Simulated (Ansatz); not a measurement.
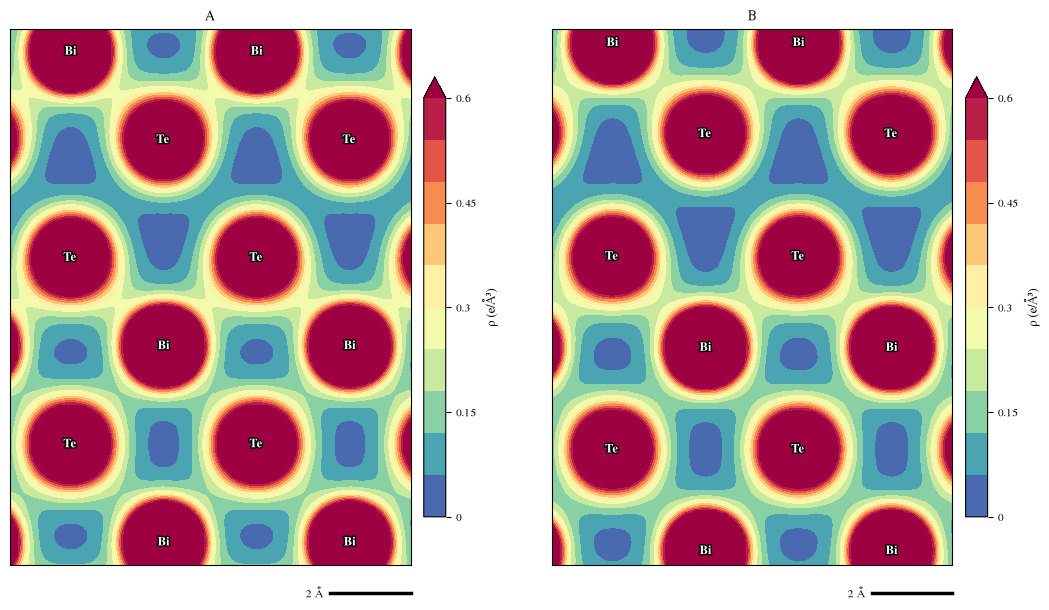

Bi₂Te₃. The valence charge density (pseudo) of two cells that differ in size and shape, on the (111) plane of each (indices in the axes of the calculation cell), at one length scale and on one colour scale; one has 37.3 and the other 39.2 Å³ an atom.

Space group R-3m.

These are results of DFT PBE, scalar-relativistic, plane waves, PAW in Ansatz 0.2.0, not measurements.

Core electrons are frozen (PAW), and the valence fields are smoothed inside the atomic spheres.

The larger cell:

```xyz
5
Lattice="4.6053 0.0000 0.0000 -2.3027 1.3294 10.6740 2.3027 -3.9883 0.0000" Properties=species:S:1:pos:R:3 pbc="T T T"
Bi    2.3027   -1.3294    2.1348
Bi    2.3027   -1.3294    8.5392
Te    0.0000    0.0000    0.0000
Te    0.0000    0.0000    6.7086
Te    4.6053   -2.6589    3.9654
```

The smaller cell: a = 4.605 Å, b = 10.508 Å, c = 4.605 Å, α = 102.66°, β = 60.00°, γ = 102.66°.

### Which panel shows the smaller cell, and what does the compression change?

Panel A is the smaller cell, by 5 % in volume. From the larger cell to the smaller, Bi–Te goes from 3.23 to 3.18 Å, and the density at its midpoint from 0.23 to 0.25 e/Å³; the pressure goes from −4.0 to −2.4 GPa.
